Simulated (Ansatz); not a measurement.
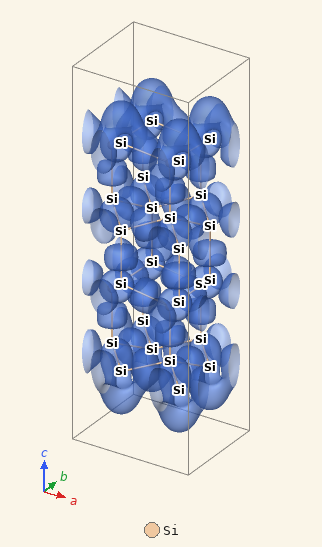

Si (slab). Isosurface of the ELF at 0.75 (blue), seen slightly off an axis. Only the valence region is drawn (cores and ρ < 0.01 e/Å³ removed). Sticks mark near contacts.

All numbers below come from Ansatz, DFT PBE, scalar-relativistic, plane waves, PAW.

In a PAW calculation such maps are meaningful between the atoms, not at the nuclei.

> Identify the bonds, lone pairs and shells in this picture.

The ELF exceeds this value in nine regions between bonded Si–Si atoms and two regions on Si in which the atom's valence shell and bonds are merged, counted in one cell of 8 atoms. Counts are for one cell; the picture repeats the cell along the surface. Profiles from the grid: Si–Si (2.32 Å): the ELF peaks at about 0.95 between the atoms. Si–Si (2.38 Å): the ELF peaks at about 0.95 between the atoms.
